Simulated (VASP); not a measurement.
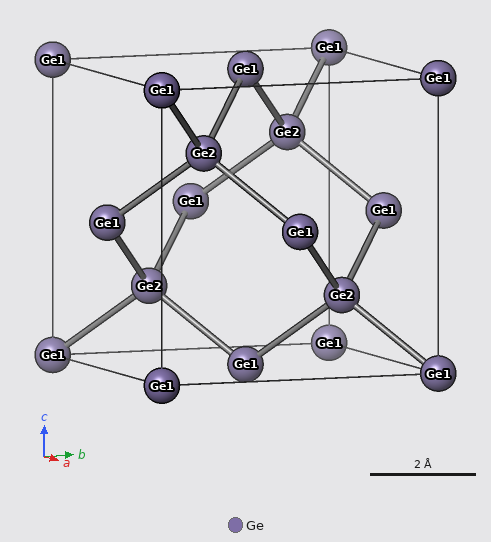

The structure (ball-and-stick view of the cell 4 times as large as that of the calculation, set on its symmetry axes, seen slightly off an axis; atoms are numbered from 1 in the order of the input).

Run report: Ge, potential calculation

Ge (Fd-3m, 2 atoms in the cell), computed with Kohn-Sham DFT of a periodic cell, PBE with D3(BJ), VASP PAW PBE potentials, recommended, no spin polarisation (VASP 6.6.1).

The structure was built on a prototype by a generator; it need not be a known phase. It belongs to a series of runs on one base structure; here: ladder = pbe-d3bj.

### OSZICAR
```
N       E                     dE             d eps       ncg     rms          rms(c)
DAV:   1     0.163766926859E+03    0.16377E+03   -0.15571E+04  1724   0.418E+03
DAV:   2     0.119121539823E+02   -0.15185E+03   -0.14936E+03  1694   0.542E+02
DAV:   3    -0.845033141600E+01   -0.20362E+02   -0.20212E+02  1874   0.147E+02
DAV:   4    -0.909499942143E+01   -0.64467E+00   -0.64292E+00  1942   0.300E+01
DAV:   5    -0.910580507801E+01   -0.10806E-01   -0.10805E-01  1938   0.404E+00    0.309E+00
DAV:   6    -0.905206551310E+01    0.53740E-01   -0.22870E-02  1830   0.169E+00    0.184E+00
DAV:   7    -0.902375424093E+01    0.28311E-01   -0.52663E-02  1800   0.226E+00    0.146E-01
DAV:   8    -0.902546494567E+01   -0.17107E-02   -0.62772E-03  1848   0.114E+00    0.420E-02
DAV:   9    -0.902556743108E+01   -0.10249E-03   -0.24449E-04  2036   0.265E-01    0.162E-02
DAV:  10    -0.902559003452E+01   -0.22603E-04   -0.61949E-05  1832   0.102E-01    0.555E-03
DAV:  11    -0.902559165548E+01   -0.16210E-05   -0.82538E-06  2170   0.570E-02    0.122E-03
DAV:  12    -0.902559160005E+01    0.55428E-07   -0.32836E-07   926   0.125E-02
   1 F= -.96052778E+01 E0= -.96052623E+01  d E =-.308525E-04
```

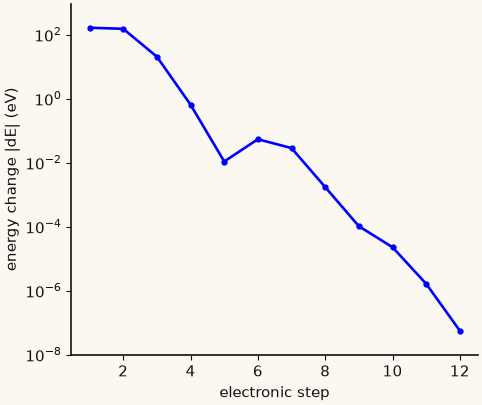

Convergence of the self-consistent field: energy change |dE| against the electronic step. It takes 12 electronic steps. The density is held fixed in the first few steps, and dE rises again when its update begins.

### Parts of OUTCAR
```
PREC = Accurate
   ENCUT = 520
   EDIFF = 1E-6
   ISMEAR = 0
   LREAL = False
   LASPH = True
   NELM = 60
   ISIF = 2
   GGA = PE
   IVDW = 12
 IVDW          = 12
 VDW_S6        =  1.00000000  s6, scaling of the dipole-dipole dispersion
 VDW_S8        =  0.78750002  s8, scaling of the dipole-quadrupole dispersion
 VDW_A1        =  0.42890000  a1, scaling of the critical radii
 VDW_A2        =  4.44070005  a2, offset of the critical radii
 VDW_RADIUS    = 50.20216178  two-body interaction cutoff (in Angstroms)
 VDW_CNRADIUS  = 21.16708996  CN, coordination number cutoff (in Angstroms)

 ion  position               nearest neighbor table
   1  0.000  0.000  0.000-   2 2.47   2 2.47   2 2.47   2 2.47
   2  0.250  0.250  0.250-   1 2.47   1 2.47   1 2.47   1 2.47

  LATTYP: Found a face centered cubic cell.
 ALAT       =     5.7036124468

  Lattice vectors:

 A1 = (   0.0000000000,   2.8518062234,   2.8518062234)
 A2 = (   2.8518062234,   0.0000000000,   2.8518062234)
 A3 = (   2.8518062234,   2.8518062234,   0.0000000000)

Analysis of symmetry for initial positions (statically):
=====================================================================
 Subroutine PRICEL returns:
 Original cell was already a primitive cell.

 Routine SETGRP: Setting up the symmetry group for a
 face centered cubic supercell.

 Subroutine GETGRP returns: Found 48 space group operations
 (whereof 24 operations were pure point group operations)
 out of a pool of 48 trial point group operations.

The static configuration has the point symmetry T_d .
 The point group associated with its full space group is O_h .

Analysis of symmetry for dynamics (positions and initial velocities):
=====================================================================
 Subroutine PRICEL returns:
 Original cell was already a primitive cell.

 Routine SETGRP: Setting up the symmetry group for a
 face centered cubic supercell.

 Subroutine GETGRP returns: Found 48 space group operations
 (whereof 24 operations were pure point group operations)
 out of a pool of 48 trial point group operations.

The dynamic configuration has the point symmetry T_d .
 The point group associated with its full space group is O_h .

 Subroutine INISYM returns: Found 48 space group operations
 (whereof 24 operations are pure point group operations),
 and found     1 'primitive' translations

----------------------------------------------------------------------------------------

                                     Primitive cell

  volume of cell :      46.3863

  direct lattice vectors                    reciprocal lattice vectors
     0.000000000  2.851806223  2.851806223    -0.175327480  0.175327480  0.175327480
     2.851806223  0.000000000  2.851806223     0.175327480 -0.175327480  0.175327480
     2.851806223  2.851806223  0.000000000     0.175327480  0.175327480 -0.175327480

  length of vectors
     4.033063038  4.033063038  4.033063038     0.303676104  0.303676104  0.303676104

  position of ions in fractional coordinates (direct lattice)
     0.000000000  0.000000000  0.000000000
     0.250000000  0.250000000  0.250000000

  ion indices of the primitive-cell ions
   primitive index   ion index
                 1           1
                 2           2

----------------------------------------------------------------------------------------

 KPOINTS: Automatic mesh

Automatic generation of k-mesh.
 Grid dimensions read from file:
 generate k-points for:   10   10   10

 Generating k-lattice:

  Cartesian coordinates                     Fractional coordinates (reciprocal lattice)
    -0.017532748  0.017532748  0.017532748     0.100000000  0.000000000  0.000000000
     0.017532748 -0.017532748  0.017532748     0.000000000  0.100000000  0.000000000
     0.017532748  0.017532748 -0.017532748     0.000000000  0.000000000  0.100000000

  Length of vectors
     0.030367610  0.030367610  0.030367610

  Shift w.r.t. Gamma in fractional coordinates (k-lattice)
     0.000000000  0.000000000  0.000000000

 Subroutine IBZKPT returns following result:
 ===========================================

 Found     47 irreducible k-points:

 Following reciprocal coordinates:
            Coordinates               Weight
  0.000000  0.000000  0.000000      1.000000
  0.100000  0.000000  0.000000      8.000000
  0.200000  0.000000  0.000000      8.000000
  0.300000  0.000000  0.000000      8.000000
  0.400000  0.000000  0.000000      8.000000
  0.500000  0.000000  0.000000      4.000000
  0.100000  0.100000  0.000000      6.000000
  0.200000  0.100000  0.000000     24.000000
  0.300000  0.100000  0.000000     24.000000
  0.400000  0.100000  0.000000     24.000000
  0.500000  0.100000  0.000000     24.000000
 -0.400000  0.100000  0.000000     24.000000
 -0.300000  0.100000  0.000000     24.000000
 -0.200000  0.100000  0.000000     24.000000
 -0.100000  0.100000  0.000000     12.000000
  0.200000  0.200000  0.000000      6.000000
  0.300000  0.200000  0.000000     24.000000
  0.400000  0.200000  0.000000     24.000000
  0.500000  0.200000  0.000000     24.000000
 -0.400000  0.200000  0.000000     24.000000
 -0.300000  0.200000  0.000000     24.000000
 -0.200000  0.200000  0.000000     12.000000
  0.300000  0.300000  0.000000      6.000000
  0.400000  0.300000  0.000000     24.000000
 [... further k-points ...]
   k-points           NKPTS =     47   k-points in BZ     NKDIM =     47   number of bands    NBANDS=     18
   number of dos      NEDOS =    301   number of ions     NIONS =      2
   total plane-waves  NPLWV =  27000
   dimension x,y,z NGX =    30 NGY =   30 NGZ =   30
   dimension x,y,z NGXF=    60 NGYF=   60 NGZF=   60
   ions per type =               2
   NGX,Y,Z   is equivalent  to a cutoff of  12.37, 12.37, 12.37 a.u.
   NGXF,Y,Z  is equivalent  to a cutoff of  24.73, 24.73, 24.73 a.u.
 SYSTEM =  unknown system
   PREC   = accura    normal or accurate (medium, high low for compatibility)
   ISTART =      0    job   : 0-new  1-cont  2-samecut
   ICHARG =      2    charge: 1-file 2-atom 10-const
   ISPIN  =      1    spin polarized calculation?
   LNONCOLLINEAR =      F non collinear calculations
   LSORBIT =      F    spin-orbit coupling
   LASPH  =      T    aspherical Exc in radial PAW
   ENCUT  =  520.0 eV  38.22 Ry    6.18 a.u.   7.50  7.50  7.50*2*pi/ulx,y,z
   NELM   =     60;   NELMIN=  2; NELMDL= -5     # of ELM steps
   EDIFF  = 0.1E-05   stopping-criterion for ELM
   LREAL  =      F    real-space projection
   EDIFFG = 0.1E-04   stopping-criterion for IOM
   NSW    =      0    number of steps for IOM
   IBRION =     -1    ionic relax: 0-MD 1-quasi-New 2-CG
   NFREE  =      0    steps in history (QN), initial steepest desc. (CG)
   ISIF   =      2    stress and relaxation
   ISYM   =      2    0-nonsym 1-usesym 2-fastsym
   POTIM  = 0.5000    time-step for ionic-motion
   TEBEG  =    0.0;   TEEND  =   0.0 temperature during run
   PSTRESS=    0.0 pullay stress
   NELECT =      28.0000    total number of electrons
   NUPDOWN=      -1.0000    fix difference up-down
   EMIN   =  10.00;   EMAX   =-10.00  energy-range for DOS
   EFERMI =   0.00;   METHOD = LEGACY
   ISMEAR =     0;   SIGMA  =   0.02  broadening in eV -4-tet -1-fermi 0-gaus
   EFERMI_NEDOS =   21; number of points for ismear=-14 and -15
   IALGO  =     38    algorithm
   IMIX   =      4    mixing-type and parameters
     AMIX     =   0.40;   BMIX     =  1.00
     AMIX_MAG =   1.60;   BMIX_MAG =  1.00
  volume/ion in A,a.u.               =      23.19       156.52
  Fermi-wavevector in a.u.,A,eV,Ry     =   1.383558  2.614546 26.044733  1.914234
  Thomas-Fermi vector in A             =   2.508145
   LORBIT       =      0    0 simple, 1 ext, 2 COOP (PROOUT), +10 PAW based schemes
   GGA     = PE    functional components
   LHFCALC =     F    Hartree Fock is set to
   AEXX    =    0.0000 exact exchange contribution
   IVDW    =    12    specifies the selected vdW correction
   LEPSILON=     F    determine dielectric tensor
   LRPA    =     F    only Hartree local field effects (RPA)
 non-spin polarized calculation
 Gauss-broadening in eV      SIGMA  =   0.02
  energy-cutoff  :      520.00
  volume of cell :       46.39
 maximum number of plane-waves:      1267
 NGX is ok and might be reduce to    30
   NGX = 15   NGY = 15   NGZ = 15

 number of electron      28.0000002 magnetization

 Free energy of the ion-electron system (eV)
  ---------------------------------------------------
  ext. energy  EPLUGINS =         0.00000000
  ---------------------------------------------------
  free energy    TOTEN  =        -9.02559160 eV

  energy without entropy =       -9.02556075  energy(sigma->0) =       -9.02557617

 E-fermi :   4.7660     XC(G=0):  -9.8100     alpha+bet :-10.1666

 val. band max:        4.7599211301   @ k =   0.0000   0.0000   0.0000
 cond. band min:       4.8717772335   @ k =   0.5000   0.0000   0.0000
 fundamental gap:      0.1118561034
 Fermi energy:         4.7660092379

 k-point     1 :       0.0000    0.0000    0.0000
  band No.  band energies     occupation
      1     -20.0221      2.00000
      2     -20.0221      2.00000
      3     -20.0221      2.00000
      4     -19.9878      2.00000
      5     -19.9878      2.00000
      6     -19.7899      2.00000
      7     -19.7899      2.00000
      8     -19.7899      2.00000
      9     -19.7785      2.00000
     10     -19.7785      2.00000
     11      -7.8298      2.00000
     12       4.5751      2.00000
     13       4.7599      1.33367
     14       4.7599      1.33317
     15       4.7599      1.33316
     16       7.3037      0.00000
     17       7.3037      0.00000
     18       7.3037      0.00000

 k-point     2 :       0.1000    0.0000    0.0000
  band No.  band energies     occupation
      1     -20.0275      2.00000
      2     -20.0275      2.00000
      3     -20.0205      2.00000
      4     -19.9804      2.00000
      5     -19.9804      2.00000
      6     -19.7986      2.00000
      7     -19.7986      2.00000
      8     -19.7917      2.00000
      9     -19.7710      2.00000
     10     -19.7710      2.00000
     11      -7.7105      2.00000
     12       2.8475      2.00000
     13       4.5373      2.00000
     14       4.5373      2.00000
     15       5.6675      0.00000
     16       7.6028      0.00000
     17       7.6028      0.00000
     18       7.8494      0.00000

 k-point     3 :       0.2000    0.0000    0.0000
  band No.  band energies     occupation
      1     -20.0358      2.00000
      2     -20.0358      2.00000
      3     -20.0164      2.00000
      4     -19.9671      2.00000
      5     -19.9671      2.00000
      6     -19.8100      2.00000
      7     -19.8100      2.00000
      8     -19.7965      2.00000
      9     -19.7622      2.00000
     10     -19.7622      2.00000
     11      -7.3597      2.00000
     12       0.9624      2.00000
     13       4.1082      2.00000
     14       4.1082      2.00000
     15       5.5252      0.00000
     16       8.1552      0.00000
     17       8.1552      0.00000
     18       9.3806      0.00000

 k-point     4 :       0.3000    0.0000    0.0000
  band No.  band energies     occupation
      1     -20.0416      2.00000
      2     -20.0416      2.00000
      3     -20.0113      2.00000
      4     -19.9561      2.00000
      5     -19.9561      2.00000
      6     -19.8182      2.00000
      7     -19.8182      2.00000
      8     -19.8024      2.00000
      9     -19.7562      2.00000
     10     -19.7562      2.00000
     11      -6.8078      2.00000
     12      -0.7551      2.00000
     13       3.7245      2.00000
     14       3.7245      2.00000
     15       5.1900      0.00000
     16       8.4814      0.00000
     17       8.4814      0.00000
     18      11.1452      0.00000

 k-point     5 :       0.4000    0.0000    0.0000
  band No.  band energies     occupation
      1     -20.0444      2.00000
      2     -20.0444      2.00000
      3     -20.0070      2.00000
      4     -19.9501      2.00000
      5     -19.9501      2.00000
      6     -19.8222      2.00000
      7     -19.8222      2.00000
      8     -19.8074      2.00000
      9     -19.7532      2.00000
     10     -19.7532      2.00000
     11      -6.1615      2.00000
     12      -2.1219      2.00000
     13       3.4765      2.00000
     14       3.4766      2.00000
     15       4.9538      0.00000
     16       8.5184      0.00000
     17       8.5184      0.00000
     18      11.9681      0.00000

 [... the levels of 18 k-points are left out ...]

 k-point    24 :       0.4000    0.3000    0.0000
  band No.  band energies     occupation
      1     -20.0537      2.00000
      2     -20.0485      2.00000
      3     -20.0066      2.00000
      4     -19.9288      2.00000
      5     -19.9093      2.00000
      6     -19.8878      2.00000
      7     -19.8342      2.00000
      8     -19.7907      2.00000
      9     -19.7486      2.00000
     10     -19.7432      2.00000
     11      -5.8603      2.00000
     12      -1.7896      2.00000
     13       1.8287      2.00000
     14       2.2060      2.00000
     15       5.7799      0.00000
     16       6.9379      0.00000
     17      11.3320      0.00000
     18      11.8759      0.00000

 [... further k-points ...]

------------------------ aborting loop because EDIFF is reached ----------------------------------------

 Edisp (eV)   -0.57969

 E8    (eV) :    -0.2597

  FORCE on cell =-STRESS in cart. coord.  units (eV):
  Direction    XX          YY          ZZ          XY          YZ          ZX
  --------------------------------------------------------------------------------------
  -------------------------------------------------------------------------------------
  Total      -0.06294    -0.06294    -0.06294     0.00000     0.00000     0.00000
  in kB      -2.17377    -2.17377    -2.17377     0.00000     0.00000     0.00000
  external pressure =       -2.17 kB  Pullay stress =        0.00 kB

 VOLUME and BASIS-vectors are now :
 -----------------------------------------------------------------------------
  energy-cutoff  :      520.00
  volume of cell :       46.39
      direct lattice vectors                 reciprocal lattice vectors
     0.000000000  2.851806223  2.851806223    -0.175327480  0.175327480  0.175327480
     2.851806223  0.000000000  2.851806223     0.175327480 -0.175327480  0.175327480
     2.851806223  2.851806223  0.000000000     0.175327480  0.175327480 -0.175327480

 POSITION                                       TOTAL-FORCE (eV/Angst)
 -----------------------------------------------------------------------------------
      0.00000      0.00000      0.00000         0.000000      0.000000      0.000000
      1.42590      1.42590      1.42590        -0.000000     -0.000000     -0.000000
 -----------------------------------------------------------------------------------
    total drift:                                0.000000      0.000000      0.000000

  FREE ENERGIE OF THE ION-ELECTRON SYSTEM (eV)
  ---------------------------------------------------
  free  energy   TOTEN  =        -9.6052777637 eV

  energy  without entropy=       -9.6052469112  energy(sigma->0) =       -9.60526234
```

### CONTCAR
```
Ge
   1.00000000000000
     0.0000000000000000    2.8518062234000001    2.8518062234000001
     2.8518062234000001    0.0000000000000000    2.8518062234000001
     2.8518062234000001    2.8518062234000001    0.0000000000000000
  Ge
     2
Direct
     0.0000000000000000    0.0000000000000000    0.0000000000000000
     0.2500000000000000    0.2500000000000000    0.2500000000000000

  0.00000000E+00  0.00000000E+00  0.00000000E+00
  0.00000000E+00  0.00000000E+00  0.00000000E+00
```

This output came from the following input.

### INCAR
```
PREC = Accurate
ENCUT = 520
EDIFF = 1E-6
ISMEAR = 0
SIGMA = 0.02
LREAL = False
LASPH = True
NELM = 60
ALGO = Normal
ISIF = 2
LWAVE = False
LCHARG = True
GGA = PE
IVDW = 12
LVHAR = True
```

### KPOINTS
```
Automatic mesh
0
Gamma
  10 10 10
```

### POSCAR
```
Ge                                      
1.0
    0.0000000000      2.8518062234      2.8518062234
    2.8518062234     -0.0000000000      2.8518062234
    2.8518062234      2.8518062234     -0.0000000000
  Ge            
     2
Direct
     1.0000000000000000    0.0000000000000000    1.0000000000000000
     0.2500000000000000    0.2500000000000000    0.2500000000000000
```

Run as:
```bash
cat potpaw_PBE.64/Ge_d/POTCAR > POTCAR
mpirun -np 1 vasp_std > vasp.out
```

### Key numbers

| quantity | value |
| --- | --- |
| outcome | converged |
| space group (tolerance 0.01 Å) | Fd-3m (227) |
| electrons treated | 28 |
| free energy | −9.6053 eV |
| dispersion energy | −0.5797 eV |
| Fermi energy of the self-consistent step | 4.766 eV |
| gap on the k-point mesh | none (metallic) |
| pressure | −0.22 GPa |
| largest force (length of the vector) | under 0.001 eV/Å |
| hardware | 1 thread of Intel Xeon @ 2.90GHz (Ice Lake), 64 GiB of memory available, shared host |
| wall time | 24 s |
| peak memory | 0.18 GiB |
